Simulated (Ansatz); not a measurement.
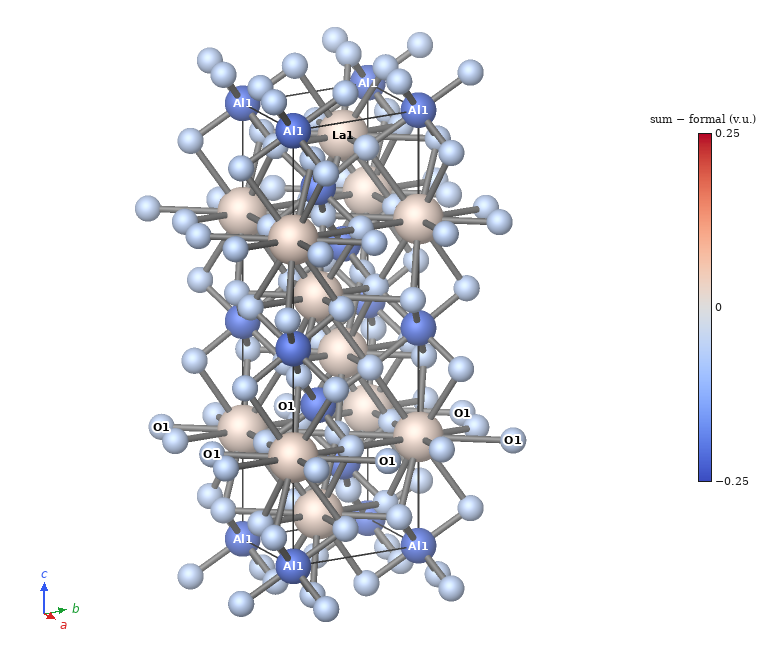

Atoms of LaAlO3 (R-3c, No. 167) coloured by their computed bond-valence sum less the size of their formal valence (view slightly off an axis).

Bond valence s = exp((R0 − d)/b), R0 fitted to published crystal structures with b = 0.37 Å, summed over all anions within 5 Å; R0 in Å: La3+–O 2.164; Al3+–O 1.637.

Source of the atomic positions: the end point of a relaxation with DFT, PBE, plane waves, PAW (Ansatz 0.2.0).

```
CELL_PARAMETERS angstrom
5.41311 0.00000 0.00000
-2.70656 4.68789 0.00000
0.00000 0.00000 13.19309
ATOMIC_POSITIONS crystal
La 0.33333 0.66667 0.91667
La 0.33333 0.66667 0.41667
Al 0.00000 0.00000 0.00000
Al 0.33333 0.66667 0.16667
O 0.53890 0.53890 0.25000
O 0.00000 0.46110 0.25000
O 0.46110 0.00000 0.25000
O 0.12777 0.79444 0.08333
O 0.20556 0.33333 0.08333
O 0.66667 0.87223 0.08333
La 0.00000 0.00000 0.25000
La 0.00000 0.00000 0.75000
Al 0.66667 0.33333 0.33333
Al 0.00000 0.00000 0.50000
O 0.20556 0.87223 0.58333
O 0.66667 0.79444 0.58333
O 0.12777 0.33333 0.58333
O 0.79444 0.12777 0.41667
O 0.87223 0.66667 0.41667
O 0.33333 0.20556 0.41667
La 0.66667 0.33333 0.58333
La 0.66667 0.33333 0.08333
Al 0.33333 0.66667 0.66667
Al 0.66667 0.33333 0.83333
O 0.87223 0.20556 0.91667
O 0.33333 0.12777 0.91667
O 0.79444 0.66667 0.91667
O 0.46110 0.46110 0.75000
O 0.53890 0.00000 0.75000
O 0.00000 0.53890 0.75000
```

Site labels: La1 at 0.333, 0.667, 0.917; Al1 at 0.000, 0.000, 0.000; O1 at 0.539, 0.539, 0.250.

Q: Which site departs most from its formal valence?

A: Al1, whose sum is 2.80 against 3: by this sum it is underbonded.

Q: Give the sums of all sites.

A:
```tsv
site	x, y, z	formal valence	bond-valence sum	difference
La1	0.333, 0.667, 0.917	+3	3.03	0.03
Al1	0.000, 0.000, 0.000	+3	2.80	-0.20
O1	0.539, 0.539, 0.250	−2	1.94	-0.06
```

Q: Is the structure strained by this measure?

A: The global instability index (root mean square of the differences over all atoms) is 0.10 v.u.: moderate strain, common in real structures. Cells relaxed with PBE tend to have slightly long bonds, which lowers the sums.
